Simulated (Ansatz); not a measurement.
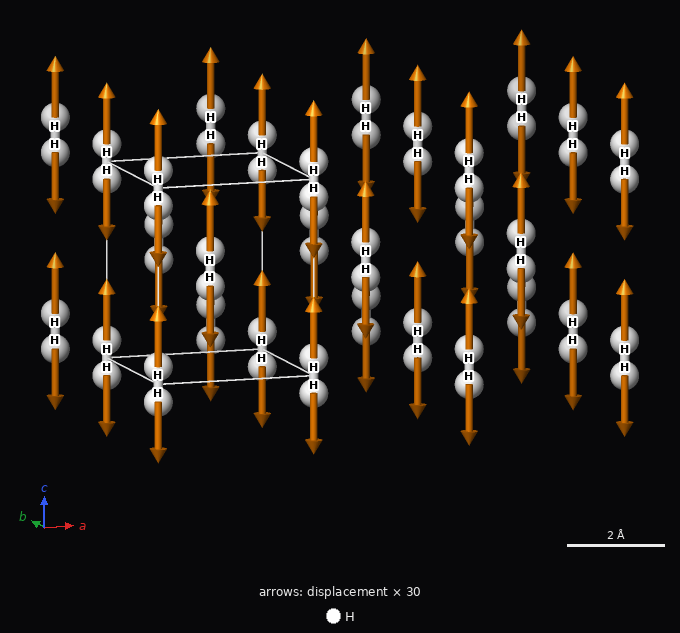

This is a relaxation of a crystal of H (set up in I4/mmm). The starting structure is drawn; orange arrows show the displacements (the part carried along by the change of the cell is left out), 30 times their true length.

The picture is a ball-and-stick view of the conventional cell (2 times the calculation's cell), repeated 3 × 2 × 1 with one cell outlined, seen slightly off an axis. Lengths and directions refer to the drawn axes.

The run lets cell and atoms move.

All numbers below come from Kohn-Sham DFT of a periodic cell, PBE, Ansatz PAW (Ansatz 0.2.0).

Input
```yaml
crystal:
  lattice:
    - [-1.69153447, 1.69153447, 2.05847399]
    - [1.69153447, -1.69153447, 2.05847399]
    - [1.69153447, 1.69153447, -2.05847399]
  atoms:
    - { symbol: H, position: [0.09013771, 0.09013771, 0.0] }
    - { symbol: H, position: [0.90986229, 0.90986229, 0.0] }
hamiltonian:
  xc: pbe
  pseudopotentials: { kind: paw }
kpoints:
  mp_grid: { grid: [11, 11, 11] }
scf:
  occupations: { method: fermi_dirac, width: 0.05 }
output:
  forces: true
  stress: true
  eigenvalues: true
  write_density: true
  write_potential: true
  elf: true
  volumetric_format: npy
relax:
  f_tol: 0.01
  max_steps: 40
  cell: { stress_tol: 0.05, p_target: 5.0 }
```

Run as
```bash
ansatz run input.yaml --threads 2 --pin off --max-ram 5632MiB --backend cpu --events-out ev --progress --plain --runs-dir out
```

> What did the optimiser do to the structure, and how much energy did it gain?

The largest moves relative to the cell, 0.043 Å, are those of H atoms. The volume changes by −45.3 %, with a = b 3.383 → 2.654 Å (−21.6 %), c 4.117 → 3.662 Å (−11.1 %). The space group stays I4/mmm (No. 139). Over 10 accepted moves (12 points after the start) the energy rises by 57.7 meV per atom. With the target pressure of 5 GPa, the enthalpy E + pV changes by −109 meV per atom. The largest force component goes from 0.28 to 0.0027 eV/Å. The pressure goes from 0.86 to 4.98 GPa. At 2 points the geometry stayed and the basis and grid were re-selected for the new cell (energy shift of 2.3 meV per atom at most each time).
